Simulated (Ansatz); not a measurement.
## Run report: ZrC, geometry relaxation (part 1 of 2)

ZrC (Fm-3m, 2 atoms in the cell), computed with DFT PBE, scalar-relativistic, plane waves, PAW, no spin polarisation (Ansatz 0.2.0).

The structure derives from an entry of the Crystallography Open Database. Figures and captions count atoms from 1; the log counts them from 0 in places.

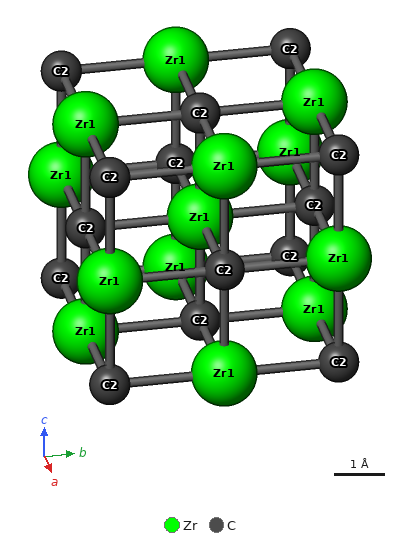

*The input geometry (ball-and-stick view of the cell 4 times as large as that of the calculation, set on its symmetry axes, seen at an oblique angle; atoms are numbered from 1 in the order of the input). An atom can appear more than once, as a periodic image.*

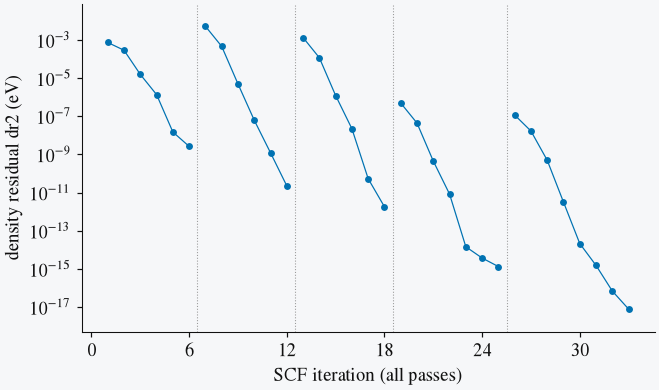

*Convergence of the self-consistent field: density residual dr2 against the SCF iteration. The dotted lines part the SCF passes of the relaxation: geometry steps, rejected trials and re-solves on a re-selected basis.*

The 5 passes take 6 to 8 iterations each, 33 in all.

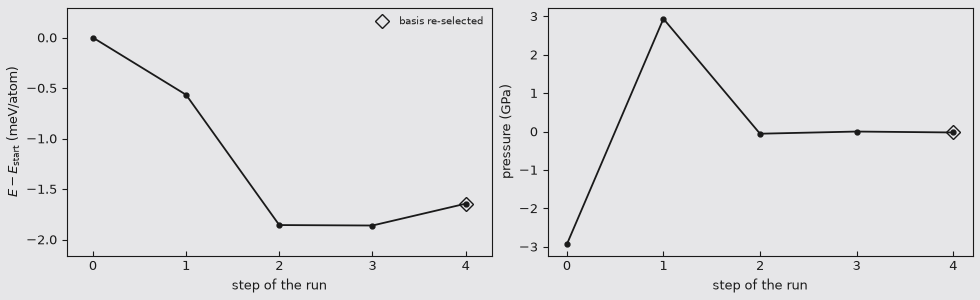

*Progress of the relaxation, step by step (the first geometry is step 0 here and step 1 in the log).*

The atoms keep their places relative to the cell (all moves are under 0.005 Å). Cell: a = b = c 4.730 → 4.709 Å (−0.4 %). Volume −1.3 %. Distances before and after: Zr1–C2 2.365 → 2.354 Å. The space group stays Fm-3m (No. 225). The energy falls by 1.9 meV per atom in 3 geometry steps. All forces vanish by symmetry, so only the cell relaxes. Pressure: −2.94 GPa at the start and −0.03 GPa at the end. A last SCF at the same geometry on a re-selected plane-wave basis shifts the energy by +0.2 meV per atom. (Atoms are counted from 1 in the order of the input.)

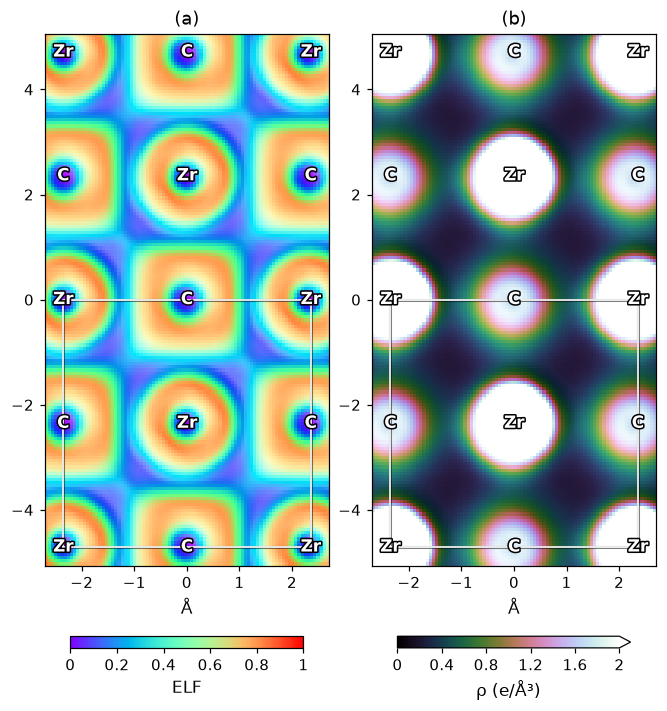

*(a) electron localisation function; (b) valence electron density on the (100) plane of the conventional cell.*

Zr–C (2.35 Å): ρ at the midpoint is about 0.45 e/Å³; the ELF is about 0.25 at the midpoint; no shared pair; the contact is polar. Away from the nuclei the density in this plane falls to 0.16 e/Å³ at its lowest. The strong features right at Zr lie inside the PAW spheres (semicore, d or f shells) and say nothing about bonding. In a PAW calculation such maps are meaningful between the atoms, not at the nuclei.

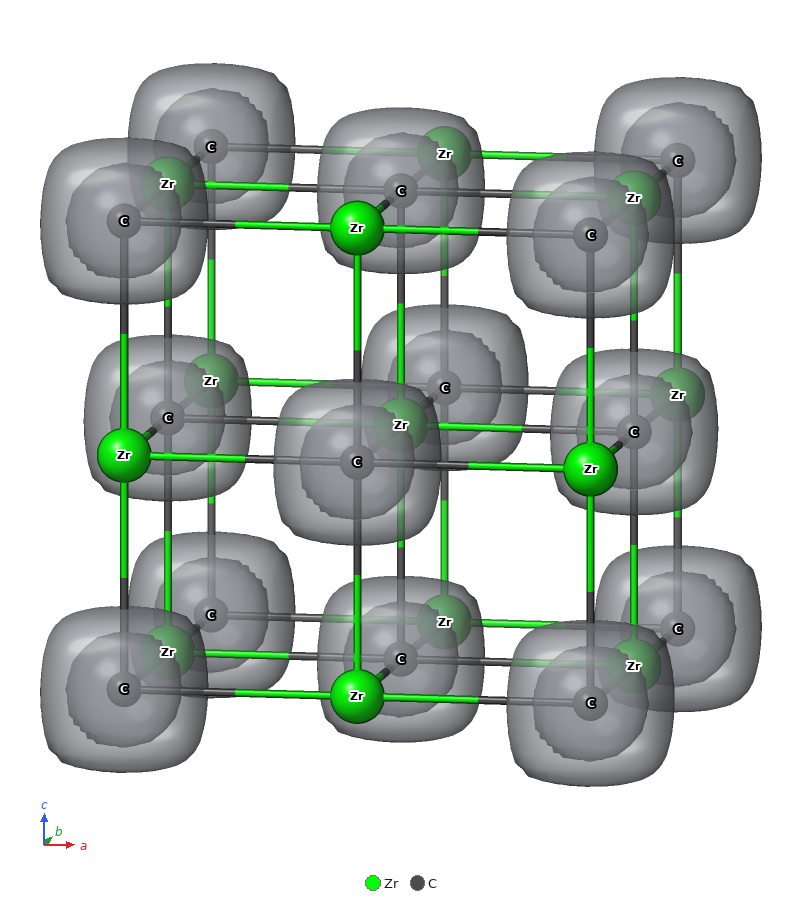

*Isosurface of the ELF at 0.75 (grey), seen slightly off an axis. Core shells and regions of very low density are left out. Sticks mark near contacts. The outline is the cell set on symmetry axes.*

Along the contacts the grid gives the following. Zr–C (2.35 Å): the ELF is about 0.25 at the midpoint (no shared pair; the contact is polar).

These pictures come from the run below.

**Input file**
```yaml
crystal:
  lattice:
    - [0.0, 2.365, 2.365]
    - [2.365, 0.0, 2.365]
    - [2.365, 2.365, 0.0]
  atoms:
    - { symbol: Zr, position: [0.5, 0.5, 0.5] }
    - { symbol: C, position: [0.0, 0.0, 0.0] }
basis:
  ecutwfc: 420
kpoints:
  mp_grid: { grid: [16, 16, 16] }
hamiltonian:
  xc: pbe
scf:
  occupations: { method: gaussian, width: 0.1 }
output:
  forces: true
  stress: true
  eigenvalues: true
  write_density: true
  write_potential: true
  elf: true
  volumetric_format: npy
relax:
  adjacent_minimum: "off"
  f_tol: 0.005
  max_steps: 80
  cell: { stress_tol: 0.05 }
```

Launch command:
```bash
ansatz run input.yaml --threads 1 --pin off --max-ram 2560MiB --backend cpu --events-out ev --progress --plain --runs-dir out
```

**The program's output**
```
Engine: ansatz 0.2.0, aarch64-unknown-linux-gnu
Pseudopotentials: kind: paw
Pseudopotential: Zr, paw, valence charge 12, recommended cutoff 420 eV (normal), Zr.paw.azcp
Pseudopotential: C, paw, valence charge 4, recommended cutoff 420 eV (normal), C.paw.azcp
Functional definition: PBE
  parameter kappa = 0.804
  parameter beta = 0.06672455060314922
  exchange = pbe_x(kappa = kappa, mu = beta*pi^2/3)
  correlation = pbe_c(beta = beta)
Crystal: 2 atoms, lattice volume = 26.456 Å³
Basis set: ecut = 420 eV, 531 PW (Γ), exchange–correlation on 48×48×48 points (8 copies of the dense FFT grid, shifted against one another)
Bands: 12, of which v1, the nominal top of the filled ones, is band 8 counted from 1 (7 counted from 0)
Symmetry: 48 space group operations
Space group: Fm-3m (ITA 225), of the structure as read, at distance tolerance 3.0e-5 Å
k-points: 145 of 4096
Non-local potential: Zr, projectors of the file, l = 0: 3, l = 1: 2, l = 2: 2, l = 3: 2
Non-local potential: C, projectors of the file, l = 0: 2, l = 1: 2, l = 2: 1
PAW form: soft (Blöchl's): semilocal exchange-correlation on the pseudo side does not see the compensation charge
PAW one-centre angular grid: Zr, 590 points (default); XC on 64 Gauss nodes
PAW one-centre angular grid: C, 110 points (default); XC on 64 Gauss nodes
Initial density: superposition of atomic densities (neutral atoms: chi_scale 0, normalization atom), corrected by the library's trained network
Initial wavefunctions: pseudopotential atomic-orbital guess
Functional: x = pbe(κ = 0.804, μ = 0.2195149727645171), c = pbe(β = 0.06672455060314922)
SCF iter   1: F=—  HF=-4436.493316 eV  |F-HF|=—  |Δ(HF+E_count)|=         —  Δρ=1.62e-3  dr2=7.37e-4  ethr=1.77e-3  ⟨swp⟩=5.0  Hψ=8718  notcnv=0
preconditioner: auto → none  [metal: Δε(μ)=0.045 eV  Ē_g=17.911 eV  σ=0.100 eV  W_gap=0.24  n_scr=8 (ndim 8)  ℏωp=27.0 eV  f_vac=0.000  D(μ)=0.40/eV (n_scr^D=0)  sad-step TF]
SCF iter   2: F=—  HF=-4436.492852 eV  |F-HF|=—  |Δ(HF+E_count)|=   4.64e-4  Δρ=9.61e-4  dr2=2.89e-4  ethr=4.60e-6  ⟨swp⟩=2.6  Hψ=3802  notcnv=0
SCF iter   3: F=—  HF=-4436.492821 eV  |F-HF|=—  |Δ(HF+E_count)|=   3.10e-5  Δρ=2.67e-4  dr2=1.56e-5  ethr=1.81e-6  ⟨swp⟩=2.0  Hψ=2212  notcnv=0
SCF iter   4: F=—  HF=-4436.492815 eV  |F-HF|=—  |Δ(HF+E_count)|=   6.47e-6  Δρ=8.22e-5  dr2=1.36e-6  ethr=9.76e-8  ⟨swp⟩=2.2  Hψ=2835  notcnv=0
iter 5 did not close the SCF: its close was put off for the readings that it lacked (scf_convergence_deferred on its scf_iter line)
SCF iter   5: F=-4436.492814 eV  HF=-4436.492814 eV  |F-HF|=5.14e-10  |Δ(HF+E_count)|=   4.12e-7  Δρ=1.04e-5  dr2=1.49e-8  ethr=8.52e-9  ⟨swp⟩=2.0  Hψ=2881  notcnv=0
SCF iter   6: F=-4436.492814 eV  HF=-4436.492814 eV  |F-HF|=1.77e-9  |Δ(HF+E_count)|=   5.76e-9  Δρ=4.23e-6  dr2=2.63e-9  ethr=9.28e-11  ⟨swp⟩=5.2  Hψ=8800  notcnv=0
SCF 1 converged in 6 iterations: F = -4436.492814 eV  dr2 = 2.63e-9
  greatest PAW one-centre occupation: 0.995 electrons in one spin orbital (limit 2), on the Zr atom at site 0 (counted from 0), in its partial waves of l = 0
relax step   1: F+E_penalty+E_count = -4436.49281426 eV  Δ(F+E_penalty+E_count) = +0.000e0 eV  max|allowed force component| = 1.969e-29 eV/Å  Δτ_max = 0.0000 Å  P = -2.936 GPa  Ω = 26.456 Å³  (6 SCF iters, dr2 threshold 1.00e-7 eV, accepted)
Crystal: 2 atoms, lattice volume = 25.770 Å³
Initial density: handed on by an earlier stage of this run
Initial wavefunctions: those handed on with the density
iter 1 solved again at ethr=3.19e-5 eV; its pass at ethr=3.10e-3 eV (dr2=5.11e-3 eV) is discarded
SCF iter   1: F=—  HF=-4436.495118 eV  |F-HF|=—  |Δ(HF+E_count)|=         —  Δρ=3.93e-3  dr2=5.23e-3  ethr=3.19e-5  ⟨swp⟩=1.0  Hψ=12355  notcnv=0
preconditioner: auto → none  [metal: Δε(μ)=0.005 eV  Ē_g=18.035 eV  σ=0.100 eV  W_gap=0.03  n_scr=8 (ndim 8)  ℏωp=27.4 eV  f_vac=0.000  D(μ)=0.38/eV (n_scr^D=0)]
SCF iter   2: F=—  HF=-4436.494044 eV  |F-HF|=—  |Δ(HF+E_count)|=   1.07e-3  Δρ=1.12e-3  dr2=4.62e-4  ethr=3.19e-5  ⟨swp⟩=2.1  Hψ=2063  notcnv=0
SCF iter   3: F=—  HF=-4436.493944 eV  |F-HF|=—  |Δ(HF+E_count)|=   9.97e-5  Δρ=1.43e-4  dr2=4.96e-6  ethr=2.89e-6  ⟨swp⟩=2.0  Hψ=2140  notcnv=0
SCF iter   4: F=—  HF=-4436.493947 eV  |F-HF|=—  |Δ(HF+E_count)|=   2.51e-6  Δρ=2.43e-5  dr2=6.20e-8  ethr=3.10e-8  ⟨swp⟩=2.8  Hψ=2757  notcnv=0
iter 5 did not close the SCF: its close was put off for the readings that it lacked (scf_convergence_deferred on its scf_iter line)
SCF iter   5: F=-4436.493947 eV  HF=-4436.493947 eV  |F-HF|=7.92e-10  |Δ(HF+E_count)|=   6.37e-8  Δρ=2.22e-6  dr2=1.21e-9  ethr=3.87e-10  ⟨swp⟩=2.4  Hψ=2934  notcnv=0
SCF iter   6: F=-4436.493947 eV  HF=-4436.493947 eV  |F-HF|=1.18e-11  |Δ(HF+E_count)|=  1.14e-10  Δρ=2.95e-7  dr2=2.23e-11  ethr=7.53e-12  ⟨swp⟩=4.4  Hψ=8292  notcnv=0
SCF 2 converged in 6 iterations: F = -4436.493947 eV  dr2 = 2.23e-11
  greatest PAW one-centre occupation: 0.996 electrons in one spin orbital (limit 2), on the Zr atom at site 0 (counted from 0), in its partial waves of l = 0
relax step   2: F+E_penalty+E_count = -4436.49394665 eV  Δ(F+E_penalty+E_count) = -1.132e-3 eV  max|allowed force component| = 4.602e-30 eV/Å  Δτ_max = 0.0000 Å  P = +2.934 GPa  Ω = 25.770 Å³  energy of the carried Pulay correction = +8.541e-4 eV  (6 SCF iters, dr2 threshold 2.00e-7 eV, accepted)
Crystal: 2 atoms, lattice volume = 26.108 Å³
iter 1 solved again at ethr=1.02e-5 eV; its pass at ethr=3.10e-3 eV (dr2=1.63e-3 eV) is discarded
```
